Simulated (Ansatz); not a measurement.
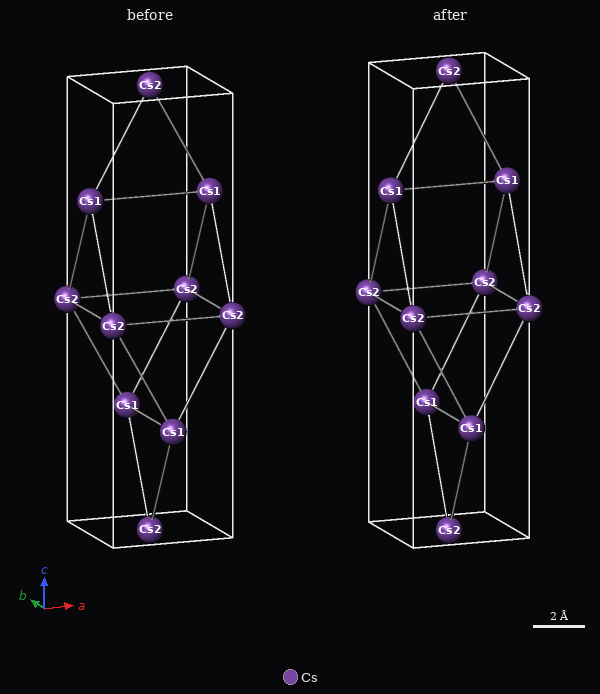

Left: a symmetric starting cell of Cs (made from another compound by putting Cs in place of Rb). Right: the same structure after one change, at the same scale. A ball-and-stick model of the conventional cell (2 times the calculation's cell), seen slightly off an axis. Lengths and directions refer to the drawn axes.

Computed with DFT PBE, scalar-relativistic, plane waves, PAW (Ansatz 0.2.0). Settings: plane-wave cutoff 420 eV; k-point mesh 12 × 12 × 12; occupations gaussian; smearing width 0.1 eV; no spin polarisation.

### Which change leads from the left to the right?

The cell is strained by +3.3 % along c and −2.7 % across it (volume −2.1 %), the atoms keeping their fractional coordinates. No relaxation follows. The starting cell wasn't computed here and needn't be at equilibrium, so pressure and forces aren't due to the change alone.

### And its effect?

The pressure is 0.2 GPa (not all of it need come from the change, since the unchanged cell can be under pressure at this level too). The principal stresses (compression positive) are 0.0 GPa along c and 0.2 GPa across it. All forces vanish by symmetry. Some distances before and after: Cs–Cs 5.069 → 4.934 Å, Cs–Cs 5.184 → 5.284 Å. The space group stays I4_1/amd (No. 141).
